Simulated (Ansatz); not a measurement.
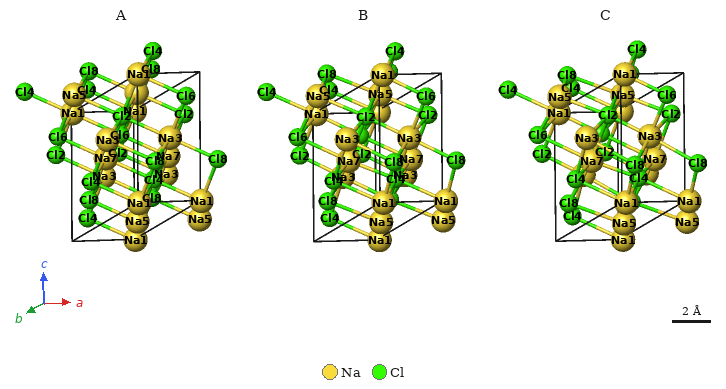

3 geometries from one relaxation of solid NaCl (built on the rocksalt type), in shuffled order. Style: ball-and-stick. Shown: the cell of the calculation, reduced to other axes, from a free direction. Lengths and directions refer to the drawn axes.

Case: shaken.

Level of theory: Ansatz, DFT, PBEsol, plane waves, PAW. (plane-wave cutoff 420 eV; k-point mesh 6 × 6 × 6; occupations fermi dirac; smearing width 0.05 eV; no spin polarisation; cell and atoms relaxed; force threshold 0.01 eV/Å; at most 120 steps)

### Put them in the order of the run, from the start to the converged end.

C, B, A. They are steps 0, 1, 4, at +67.1 meV per atom, +25.9 meV per atom relative to the last. After 3 accepted moves (4 points after the start) the energy has fallen by 67.1 meV per atom. Largest force component: 1.4 eV/Å at the start, 0.0013 eV/Å at the end. Pressure: 1.80 GPa at the start and 0.00 GPa at the end. The SCF was repeated once at an unchanged geometry on a basis and grid sized afresh for the cell, which shifted the energy by less than 0.05 meV per atom at most. The largest move relative to the cell is that of Cl8, 0.37 Å roughly along [3 0 1]. By element the largest moves are Cl 0.37 Å, Na 0.24 Å. The drawn cell changes as follows: a 3.984 → 3.961 Å (−0.6 %), b 6.827 → 6.861 Å (+0.5 %), c 6.839 → 6.861 Å (+0.3 %), β 90.8° → 90.0°, γ 90.6° → 90.0°; the volume changes by +0.2 %. Among the contacts that change: Na5–Cl8 2.361 → 2.800 Å, Cl6–Na7 3.177 → 2.801 Å, Na5–Cl8 (another image) 3.132 → 2.802 Å, Cl2–Na3 2.486 → 2.800 Å. Among the angles between lasting bonds that change: Na1–Cl8–Na7 161.9° → 179.9°, Na3–Cl8–Na5 166.3° → 180.0°, Cl4–Na7–Cl6 168.4° → 180.0°. The space group (tolerance 0.01 Å) goes from P1 (No. 1) to Fm-3m (No. 225). Cost: 32 s on 2 threads of AMD EPYC 9R45 96-Core Processor (Zen 5) (shared host), peak memory 0.84 GiB.
